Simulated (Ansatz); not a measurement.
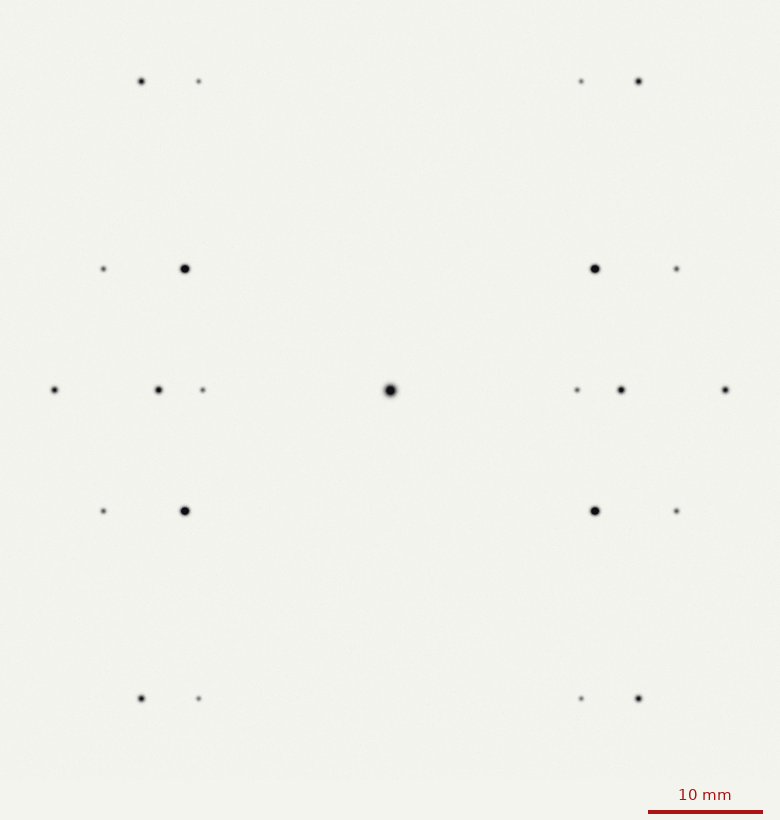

Simulated X-ray rotation photograph: Cu Kα radiation (λ = 1.5418 Å), cylindrical film of radius 30.0 mm unrolled, rotation axis vertical and normal to the beam, kinematic intensities without Lorentz or polarisation factors, the film spanning ±63° about the beam; spots down to d = 1.62 Å.

### What lattice repeat along the rotation axis do the layer lines give?

The first layer line lies 10.7 mm from the equator, so tan ν = 0.357, sin ν = 0.337 and the period is λ/sin ν = 4.58 Å. Further lines follow at 27.3 mm.

The crystal is Ti, space group P6/mmm (No. 191), a = 4.58 Å, c = 2.83 Å (hexagonal axes). Structure: the geometry relaxed with DFT, PBE, plane waves (420 eV) with PAW, scalar-relativistic in Ansatz 0.2.0; the starting structure was generated, so it need not be a known form of this composition.

### About which axis was it rotated?

About [100] (or an equivalent direction), whose length in the conventional cell is 4.580 Å.
